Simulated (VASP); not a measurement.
```
CELL_PARAMETERS angstrom
6.37241 0.00000 0.00000
0.00000 6.37241 0.00000
0.00000 0.00000 6.37241
ATOMIC_POSITIONS crystal
K 0.00000 0.00000 0.00000
K 0.50000 0.50000 0.00000
K 0.50000 0.00000 0.50000
K 0.00000 0.50000 0.50000
```

Space group Fm-3m; a generated structure, not necessarily the stable one.

Level of theory: Kohn-Sham DFT of a periodic cell, LDA, VASP PAW LDA potentials, recommended in VASP.

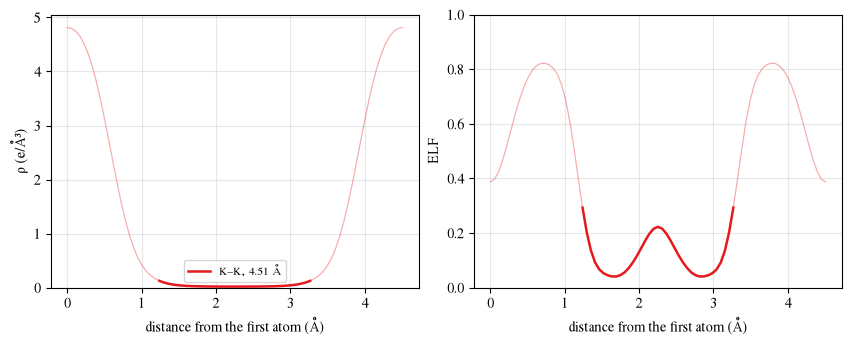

K. Valence charge density (pseudo) and ELF along straight lines between neighbouring atoms. Thin, pale parts lie inside the atomic spheres.

Core electrons are frozen (PAW), and the valence fields are smoothed inside the atomic spheres.

What can be read from the curves?

K–K (4.51 Å): ρ is about 0.02 e/Å³ halfway; the ELF is about 0.20 at the midpoint (no localised pair shows between them).
